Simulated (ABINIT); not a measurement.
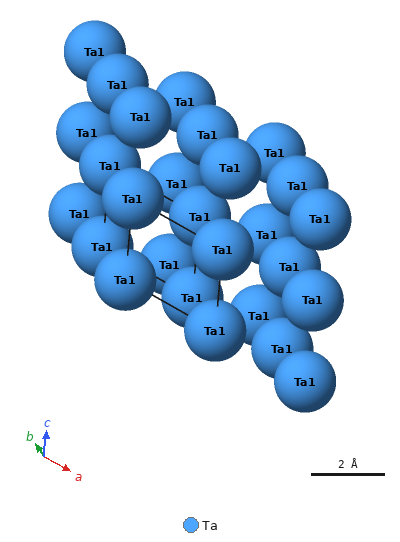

*The structure (spheres-only view of the cell of the calculation, repeated 2 × 2 × 2, seen slightly off an axis; atoms are numbered from 1 in the order of the input). An atom can appear more than once, as a periodic image.*

**Ta: band-structure run (part 1 of 3)**

The run: band-structure run of Ta (Im-3m, 1 atom in the cell). Method and program: Kohn-Sham DFT of a periodic cell, PBE, JTH PAW PBE v2.0, no spin polarisation (ABINIT 10.8.3).

The structure derives from an entry of the Crystallography Open Database.

## What the program printed
```
.Version 10.8.3 of ABINIT
 DATASET    1 : space group Im -3 m (#229); Bravais cI (body-center cubic)
================================================================================
 Values of the parameters that define the memory need for DATASET  1.
     intxc =       0    ionmov =       0      iscf =      17    lmnmax =      18
     lnmax =       6     mgfft =      24  mpssoang =       3    mqgrid =    3001
     natom =       1  nloc_mem =       2    nspden =       1   nspinor =       1
    nsppol =       1      nsym =      48    n1xccc =       1    ntypat =       1
    occopt =       3   xclevel =       2
       mpw =         490          nfft =       13824          nkpt =          56
 PAW method is used; the additional fine FFT grid is defined by:
   mgfftf=        30    nfftf =     27000
================================================================================
================================================================================

 DATASET    2 : space group Im -3 m (#229); Bravais cI (body-center cubic)
================================================================================
 Values of the parameters that define the memory need for DATASET  2.
     intxc =       0    ionmov =       0      iscf =      -2    lmnmax =      18
     lnmax =       6     mgfft =      24  mpssoang =       3    mqgrid =    3001
     natom =       1  nloc_mem =       2    nspden =       1   nspinor =       1
    nsppol =       1      nsym =      48    n1xccc =       1    ntypat =       1
    occopt =       3   xclevel =       2
       mpw =         490          nfft =       13824          nkpt =          35
 PAW method is used; the additional fine FFT grid is defined by:
   mgfftf=        30    nfftf =     27000
================================================================================
================================================================================

--------------------------------------------------------------------------------
------------- Echo of variables that govern the present computation ------------
--------------------------------------------------------------------------------
 -outvars: echo values of preprocessed input variables --------
            acell      1.0000000000E+00  1.0000000000E+00  1.0000000000E+00 Bohr
              amu      1.80947900E+02
             ecut      1.90000000E+01 Hartree
           getden1          0
           getden2          1
             iscf1         17
             iscf2         -2
              ixc          11
           jdtset        1    2
           kptopt1          1
           kptopt2         -5
         kptrlatt       11    0    0      0   11    0      0    0   11
          kptrlen1     5.94528804E+01
          kptrlen2     3.00000000E+01
            natom           1
            nband1         11
            nband2         17
           nbdbuf1          0
           nbdbuf2          4
           ndtset           2
           ndivsm1          0
           ndivsm2          6
            ngfft          24      24      24
          ngfftdg          30      30      30
             nkpt1         56
             nkpt2         35
            nstep         100
             nsym          48
           ntypat           1
           occopt           3
        pawecutdg      3.80000000E+01 Hartree
         pawxcdev           0
        prtebands           0
           prteig1          0
           prteig2          1
           prtvol1          0
           prtvol2         -3
            prtwf           0
            rprim     -3.1204669551E+00  3.1204669551E+00  3.1204669551E+00
                       3.1204669551E+00 -3.1204669551E+00  3.1204669551E+00
                       3.1204669551E+00  3.1204669551E+00 -3.1204669551E+00
           shiftk1     0.00000000E+00  0.00000000E+00  0.00000000E+00
           shiftk2     5.00000000E-01  5.00000000E-01  5.00000000E-01
          spgroup         229
           tolvrs1     1.00000000E-09
           tolvrs2     0.00000000E+00
           tolwfr1     0.00000000E+00
           tolwfr2     1.00000000E-11
           tsmear      1.83747000E-03 Hartree
            typat      1
           useylm           1
            znucl       73.00000

================================================================================

 chkinp: Checking input parameters for consistency, jdtset=   1.

 chkinp: Checking input parameters for consistency, jdtset=   2.

================================================================================
== DATASET  1 ==================================================================

--- !DatasetInfo
iteration_state: {dtset: 1, }
dimensions: {natom: 1, nkpt: 56, mband: 11, nsppol: 1, nspinor: 1, nspden: 1, mpw: 490, }
cutoff_energies: {ecut:  19.0, pawecutdg:  38.0, }
electrons: {nelect:   1.30000000E+01, charge:   0.00000000E+00, occopt:   3.00000000E+00, tsmear:   1.83747000E-03, }
meta: {optdriver: 0, ionmov: 0, optcell: 0, iscf: 17, paral_kgb: 0, }
...

 Exchange-correlation functional for the present dataset will be:
  GGA: Perdew-Burke-Ernzerhof functional - ixc=11
  J.P.Perdew, K.Burke, M.Ernzerhof, PRL 77, 3865 (1996)

 Real(R)+Recip(G) space primitive vectors, cartesian coordinates (Bohr,Bohr^-1):
 R(1)= -3.1204670  3.1204670  3.1204670  G(1)=  0.0000000  0.1602324  0.1602324
 R(2)=  3.1204670 -3.1204670  3.1204670  G(2)=  0.1602324  0.0000000  0.1602324
 R(3)=  3.1204670  3.1204670 -3.1204670  G(3)=  0.1602324  0.1602324  0.0000000
 Unit cell volume ucvol=  1.2153987E+02 bohr^3
 Angles (23,13,12)=  1.09471221E+02  1.09471221E+02  1.09471221E+02 degrees

 Coarse grid specifications (used for wave-functions):

 getcut: wavevector=  0.0000  0.0000  0.0000  ngfft=  24  24  24
         ecut(hartree)=     19.000   => boxcut(ratio)=   2.26302

 getcut : COMMENT -
  Note that boxcut > 2.2 ; recall that boxcut=Gcut(box)/Gcut(sphere) = 2
  is sufficient for exact treatment of convolution.
  Such a large boxcut is a waste : you could raise ecut
  e.g. ecut=   24.326062 Hartrees makes boxcut=2

 Fine grid specifications (used for densities):

 getcut: wavevector=  0.0000  0.0000  0.0000  ngfft=  30  30  30
         ecut(hartree)=     38.000   => boxcut(ratio)=   2.00025

--- Pseudopotential description ------------------------------------------------
- pspini: atom type   1  psp file is ./Ta.GGA_PBE-JTH.xml
 Pseudopotential format is: paw10
 basis_size (lnmax)=  6 (lmn_size= 18), orbitals=   0   0   1   1   2   2
 Spheres core radius: rc_sph= 2.41973345
 Shapefunction is SIN type: shapef(r)=[sin(pi*r/rshp)/(pi*r/rshp)]**2
 Radius for shape functions =  2.11065461
 Compensation charge density is not taken into account in XC energy/potential

   9.99818744E+02                                ecore*ucvol(ha*bohr**3)
--------------------------------------------------------------------------------

================================================================================

--- !BeginCycle
iteration_state: {dtset: 1, }
solver: {iscf: 17, nstep: 100, nline: 4, wfoptalg: 10, }
tolerances: {tolvrs: 1.00E-09, }
...

     iter   Etot(hartree)      deltaE(h)  residm     nres2
 ETOT  1  -57.502154197984    -5.750E+01 1.268E+01 2.525E+00
 ETOT  2  -58.980454696896    -1.478E+00 1.251E-01 1.597E+00
 ETOT  3  -58.972787397134     7.667E-03 2.716E-01 3.565E-01
 ETOT  4  -58.970844235907     1.943E-03 8.905E-03 5.450E-03
 ETOT  5  -58.970977292708    -1.331E-04 2.509E-03 7.280E-04
 ETOT  6  -58.970973270148     4.023E-06 2.451E-03 3.682E-05
 ETOT  7  -58.970973198663     7.148E-08 1.167E-03 2.948E-06
 ETOT  8  -58.970973199748    -1.085E-09 3.636E-04 1.095E-07
 ETOT  9  -58.970973201394    -1.646E-09 8.533E-04 4.485E-08
 ETOT 10  -58.970973201470    -7.543E-11 1.725E-04 1.774E-08
 ETOT 11  -58.970973201375     9.459E-11 4.230E-04 1.031E-09
 ETOT 12  -58.970973201372     2.736E-12 7.205E-05 1.920E-10

 At SCF step   12       nres2   =  1.92E-10 < tolvrs=  1.00E-09 =>converged.

 Cartesian components of stress tensor (hartree/bohr^3)
  sigma(1 1)= -8.23756796E-05  sigma(3 2)=  0.00000000E+00
  sigma(2 2)= -8.23756796E-05  sigma(3 1)=  0.00000000E+00
  sigma(3 3)= -8.23756796E-05  sigma(2 1)=  0.00000000E+00

--- !ResultsGS
iteration_state: {dtset: 1, }
comment   : Summary of ground state results
lattice_vectors:
- [ -3.1204670,   3.1204670,   3.1204670, ]
- [  3.1204670,  -3.1204670,   3.1204670, ]
- [  3.1204670,   3.1204670,  -3.1204670, ]
lattice_lengths: [   5.40481,    5.40481,    5.40481, ]
lattice_angles: [109.471, 109.471, 109.471, ] # degrees, (23, 13, 12)
lattice_volume:   1.2153987E+02
convergence: {deltae:  2.736E-12, res2:  1.920E-10, residm:  7.205E-05, diffor: null, }
etotal    :  -5.89709732E+01
entropy   :   0.00000000E+00
fermie    :   3.98603969E-02
cartesian_stress_tensor: # hartree/bohr^3
- [ -8.23756796E-05,   0.00000000E+00,   0.00000000E+00, ]
- [  0.00000000E+00,  -8.23756796E-05,   0.00000000E+00, ]
- [  0.00000000E+00,   0.00000000E+00,  -8.23756796E-05, ]
pressure_GPa:   2.4236E+00
xred      :
- [  0.0000E+00,   0.0000E+00,   0.0000E+00, Ta]
cartesian_forces: # hartree/bohr
- [ -0.00000000E+00,  -0.00000000E+00,  -0.00000000E+00, ]
force_length_stats: {min:   0.00000000E+00, max:   0.00000000E+00, mean:   0.00000000E+00, }
...

 Integrated electronic density in atomic spheres:
 ------------------------------------------------
 Atom  Sphere_radius  Integrated_density
    1        2.41973         10.66164548

================================================================================

 ----iterations are completed or convergence reached----

 Mean square residual over all n,k,spin=   29.689E-08; max=  72.046E-06
 reduced coordinates (array xred) for    1 atoms
       0.000000000000      0.000000000000      0.000000000000
 rms dE/dt=  0.0000E+00; max dE/dt=  0.0000E+00; dE/dt below (all hartree)
    1       0.000000000000      0.000000000000      0.000000000000

 cartesian coordinates (angstrom) at end:
    1      0.00000000000000     0.00000000000000     0.00000000000000

 cartesian forces (hartree/bohr) at end:
    1     -0.00000000000000    -0.00000000000000    -0.00000000000000
 frms,max,avg= 0.0000000E+00 0.0000000E+00   0.000E+00  0.000E+00  0.000E+00 h/b

 cartesian forces (eV/Angstrom) at end:
    1     -0.00000000000000    -0.00000000000000    -0.00000000000000
 frms,max,avg= 0.0000000E+00 0.0000000E+00   0.000E+00  0.000E+00  0.000E+00 e/A
 length scales=  1.000000000000  1.000000000000  1.000000000000 bohr
              =  0.529177210544  0.529177210544  0.529177210544 angstroms
 Fermi (or HOMO) energy (hartree) =   0.03986   Average Vxc (hartree)=  -0.46175
 Eigenvalues (hartree) for nkpt=  56  k points:
 kpt#   1, nband= 11, wtk=  0.00075, kpt=  0.0000  0.0000  0.0000 (reduced coord)
  -2.42773   -1.17501   -1.17501   -1.17501   -0.25096    0.06740    0.06740    0.06740
   0.18780    0.18780    0.59007
      occupation numbers for kpt#   1
   2.00000    2.00000    2.00000    2.00000    2.00000    0.00000    0.00000    0.00000
   0.00000    0.00000    0.00000
 prteigrs : prtvol=0 or 1, do not print more k-points.

--- !EnergyTerms
iteration_state     : {dtset: 1, }
comment             : Components of total free energy in Hartree
kinetic             :  6.01170496795268E+00
hartree             :  7.81001783576955E+00
xc                  : -8.16696893203114E+00
Ewald energy        : -4.92739117107161E+01
psp_core            :  8.22626166149754E+00
local_psp           : -7.35039128843325E+00
PAW spherical_terms : -1.62273699274570E+01
internal            : -5.89706573934177E+01
'-kT*entropy'       : -3.10014822874629E-04
total_energy        : -5.89709674082406E+01
total_energy_eV     : -1.60468177144479E+03
...

--- !EnergyTermsDC
iteration_state     : {dtset: 1, }
comment             : '"Double-counting" decomposition of free energy'
band_energy         : -1.21964484203583E+01
Ewald energy        : -4.92739117107161E+01
psp_core            :  8.22626166149754E+00
xc_dc               : -1.19603486470673E+01
PAW spherical_terms :  6.23378393009460E+00
internal            : -5.89706631865495E+01
'-kT*entropy'       : -3.10014822874629E-04
total_energy_dc     : -5.89709732013723E+01
total_energy_dc_eV  : -1.60468192908394E+03
...

--- !EnergyTermsWithPAWCore
iteration_state     : {dtset: 1, }
comment             : 'Components of total free energy, including PAW core contributions'
Total energy        : -1.56049164681581E+04
Total energy DC     : -1.56049164739513E+04
Total energy (eV)   : -4.24631409351321E+05
Total energy DC (eV): -4.24631409508960E+05
...

 Cartesian components of stress tensor (hartree/bohr^3)
  sigma(1 1)= -8.23756796E-05  sigma(3 2)=  0.00000000E+00
  sigma(2 2)= -8.23756796E-05  sigma(3 1)=  0.00000000E+00
  sigma(3 3)= -8.23756796E-05  sigma(2 1)=  0.00000000E+00

-Cartesian components of stress tensor (GPa)         [Pressure=  2.4236E+00 GPa]
- sigma(1 1)= -2.42357617E+00  sigma(3 2)=  0.00000000E+00
- sigma(2 2)= -2.42357617E+00  sigma(3 1)=  0.00000000E+00
- sigma(3 3)= -2.42357617E+00  sigma(2 1)=  0.00000000E+00

================================================================================
== DATASET  2 ==================================================================

--- !DatasetInfo
iteration_state: {dtset: 2, }
dimensions: {natom: 1, nkpt: 35, mband: 17, nsppol: 1, nspinor: 1, nspden: 1, mpw: 490, }
cutoff_energies: {ecut:  19.0, pawecutdg:  38.0, }
electrons: {nelect:   1.30000000E+01, charge:   0.00000000E+00, occopt:   3.00000000E+00, tsmear:   1.83747000E-03, }
meta: {optdriver: 0, ionmov: 0, optcell: 0, iscf: -2, paral_kgb: 0, }
...

 mkfilename : getden/=0, take file _DEN from output of DATASET   1.

 Exchange-correlation functional for the present dataset will be:
  GGA: Perdew-Burke-Ernzerhof functional - ixc=11
  J.P.Perdew, K.Burke, M.Ernzerhof, PRL 77, 3865 (1996)

 Real(R)+Recip(G) space primitive vectors, cartesian coordinates (Bohr,Bohr^-1):
 R(1)= -3.1204670  3.1204670  3.1204670  G(1)=  0.0000000  0.1602324  0.1602324
 R(2)=  3.1204670 -3.1204670  3.1204670  G(2)=  0.1602324  0.0000000  0.1602324
 R(3)=  3.1204670  3.1204670 -3.1204670  G(3)=  0.1602324  0.1602324  0.0000000
 Unit cell volume ucvol=  1.2153987E+02 bohr^3
 Angles (23,13,12)=  1.09471221E+02  1.09471221E+02  1.09471221E+02 degrees

 Coarse grid specifications (used for wave-functions):

 getcut: wavevector=  0.0000  0.0000  0.0000  ngfft=  24  24  24
         ecut(hartree)=     19.000   => boxcut(ratio)=   2.26302
```
